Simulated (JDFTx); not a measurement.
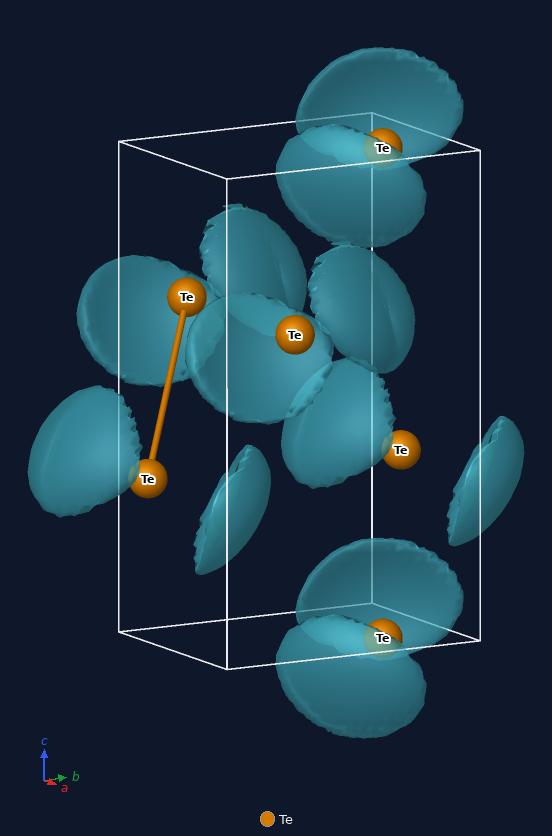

*Te. Isosurface of the electron localisation function at 0.65 (cyan), seen slightly off an axis. Core shells and regions of very low density are left out. Sticks mark near contacts.*

Space group P3₁21.

These are results of JDFTx, Kohn-Sham DFT of a periodic cell, PBEsol, PseudoDojo-SR-PBEsol-0.4.1-standard, not measurements.

In a pseudopotential calculation such maps are meaningful between the atoms, not at the nuclei.

Describe the localisation domains.

The surface consists of six regions wrapped around Te (the valence shell of each), counted in one cell of 3 atoms. Regions shared between cells count once. Profiles from the grid: Te–Te (2.85 Å): the ELF peaks at about 0.60 between the atoms.
